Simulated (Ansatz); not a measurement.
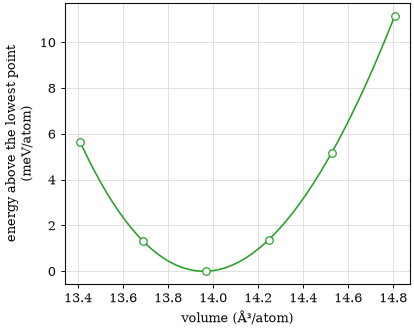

The plot gives the computed energy above the lowest point against volume.

Calculation (Ansatz 0.2.0 development build): equation of state of a cubic crystal from periodic Kohn-Sham density functional theory without spin, third-order Birch-Murnaghan fit to the free energies; pressure corrected for the finite basis. Level: PBE.

### For which of these solids was it computed?
A. Sr₂O₅, Pn-3m (No. 224)
B. C, Pm-3m (No. 221)
C. SnO₂, Fm-3m (No. 225)

A, Sr₂O₅: energy above the lowest point from 0.0 meV/atom to 11.1 meV/atom, V0 13.96 Å³/atom, B0 77.5 GPa. The others give: SnO₂, energy above the lowest point from 0.0 meV/atom to 26.3 meV/atom, V0 11.33 Å³/atom, B0 186 GPa; C, energy above the lowest point from 0.0 meV/atom to 20.8 meV/atom, V0 5.587 Å³/atom, B0 324 GPa.

For C, limits of the calculation: cubic model structure, not the ambient form; modest k-mesh, values are not fully converged in k.

For SnO₂, limits of the calculation: cubic model structure, not the ambient form.

For Sr₂O₅, limits of the calculation: cubic model structure, not the ambient form; modest k-mesh, values are not fully converged in k; no spin polarisation, a magnetic state may lie lower.
